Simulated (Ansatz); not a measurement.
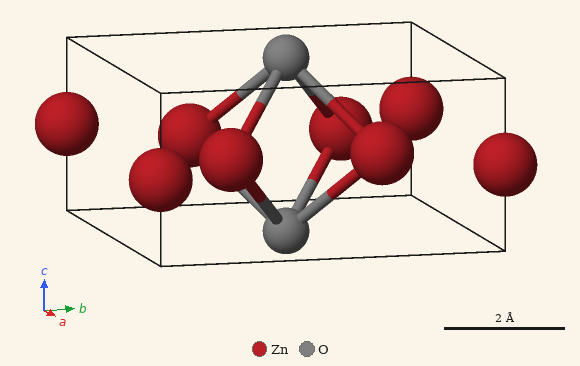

Starting structure of solid Zn$_{5}$O (a generated structure, set up in P4/mmm) (coarse preliminary run). A ball-and-stick model of the cell of the calculation, seen slightly off an axis.

Level of theory: Ansatz 0.2.0, DFT PBE, scalar-relativistic, plane waves, PAW.

Input
```yaml
crystal:
  lattice:
    - [5.9941773622, 0.0, 0.0]
    - [0.0, 5.9941773622, 0.0]
    - [0.0, 0.0, 2.9448749098]
  atoms:
    - { symbol: Zn, position: [0.2806373505, 0.2806373505, 0.5] }
    - { symbol: Zn, position: [0.7193626495, 0.7193626495, 0.5] }
    - { symbol: Zn, position: [0.2806373505, 0.7193626495, 0.5] }
    - { symbol: Zn, position: [0.7193626495, 0.2806373505, 0.5] }
    - { symbol: Zn, position: [0.0, 0.0, 0.5] }
    - { symbol: O, position: [0.5, 0.5, 0.0] }
basis:
  ecutwfc: 420
kpoints:
  mp_grid: { grid: [4, 4, 6] }
hamiltonian:
  xc: pbe
scf:
  occupations: { method: gaussian, width: 0.1 }
  lower_state_search: "off"
output:
  forces: true
  stress: true
  eigenvalues: true
relax:
  adjacent_minimum: "off"
  f_tol: 0.04
  max_steps: 70
  cell: { stress_tol: 0.4 }
```

Launched with:
```bash
ansatz run input.yaml --threads 1 --pin off --max-ram 2560MiB --backend cpu --events-out ev --progress --plain --runs-dir out
```

**Predict the outcome.**

After 2 accepted moves (4 points after the start) the energy has fallen by 43.0 meV per cell of the calculation. Largest force component: 0.057 eV/Å at the start, 0.0077 eV/Å at the end. The pressure goes from 0.34 to 0.04 GPa. The line search rejected the trial step at point 2 of the run. The SCF was repeated once at an unchanged geometry on a basis and grid sized afresh for the cell, which shifted the energy by 0.6 meV per cell of the calculation at most. The atoms keep their places relative to the cell (all moves are under 0.005 Å). The drawn cell changes as follows: a = b 5.994 → 6.102 Å (+1.8 %), c 2.945 → 2.834 Å (−3.8 %); the volume changes by −0.3 %. Among the contacts that change: Zn1–Zn5 2.379 → 2.421 Å, Zn1–O6 2.372 → 2.366 Å. Among the angles between lasting bonds that change: O6–Zn2–O6 76.7° → 73.6°. The space group stays P4/mmm (No. 123). Cost: 83 s on 1 thread of Intel(R) Xeon(R) Processor @ 2.50GHz (Skylake/Cascade Lake), with other jobs on the host, peak memory 0.44 GiB.

Step by step:

```tsv
step	E − E(0), meV/atom	largest force component, eV/Å	pressure, GPa	volume, Å³/atom	note
0	0.00	0.0572	0.34	17.635	
1	-4.40	0.0438	0.41	17.531	
2	-3.85	0.1061	-0.09	17.593	rejected
3	-7.06	0.0074	0.03	17.590	
4	-7.16	0.0077	0.04	17.590	same geometry, new basis
```

The structure at the end:

```
CELL_PARAMETERS angstrom
6.10226 0.00000 0.00000
0.00000 6.10226 0.00000
0.00000 0.00000 2.83416
ATOMIC_POSITIONS crystal
Zn 0.28049 0.28049 0.50000
Zn 0.71951 0.71951 0.50000
Zn 0.28049 0.71951 0.50000
Zn 0.71951 0.28049 0.50000
Zn 0.00000 0.00000 0.50000
O 0.50000 0.50000 0.00000
```

After the run, drawn alike:

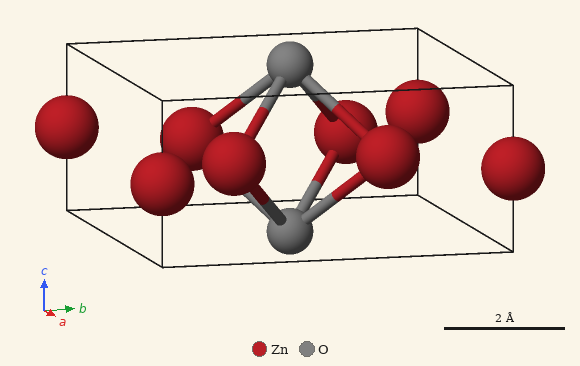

Limits of the set-up: layers or molecules are held without a dispersion correction, so their spacing is unreliable.
